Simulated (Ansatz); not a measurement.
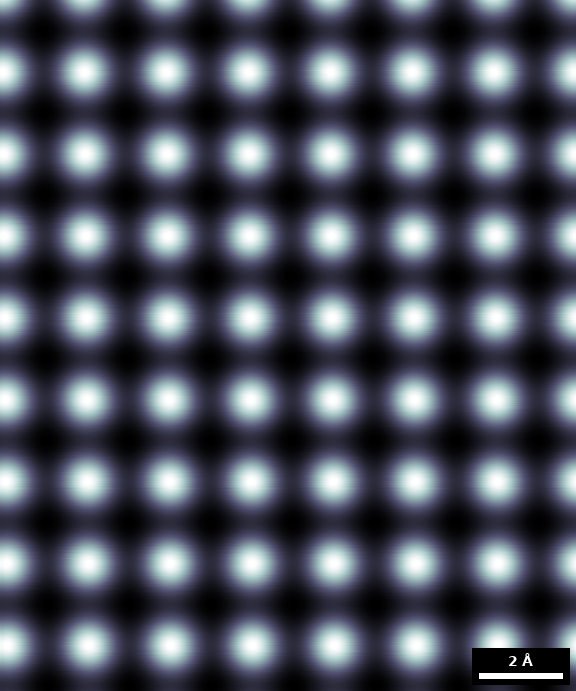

iDPC-like image of W (Fm-3m, No. 225). Simulated as the projected potential of neutral atoms (B = 0.5 Å²) blurred by a 0.95 Å probe, the thin-sample limit of integrated differential phase contrast. A slight drift was added. Atomic positions: the input geometry of an electronic-structure calculation (not necessarily at equilibrium); the starting structure was generated, so it need not be a known form of this composition.

```cif
data_structure
_symmetry_space_group_name_H-M 'Fm-3m'
_symmetry_Int_Tables_number 225
_cell_length_a 3.9813
_cell_length_b 3.9813
_cell_length_c 3.9813
_cell_angle_alpha 90.000
_cell_angle_beta 90.000
_cell_angle_gamma 90.000
_cell_volume 63.11
loop_
_atom_site_label
_atom_site_type_symbol
_atom_site_symmetry_multiplicity
_atom_site_Wyckoff_symbol
_atom_site_fract_x
_atom_site_fract_y
_atom_site_fract_z
_atom_site_occupancy
W1 W 4 a 0.00000 0.00000 0.00000 1
```

Q: Along which zone axis is the crystal seen: [210], [001] or [221]? (Directions equivalent by symmetry count as one.)

A: [001]. The projected cells are 0.89 × 1.99 Å, 90° for [210]; 1.99 × 1.99 Å, 90° for [001]; 0.94 × 1.48 Å, 108° for [221], and the image repeats as the [001] one does.
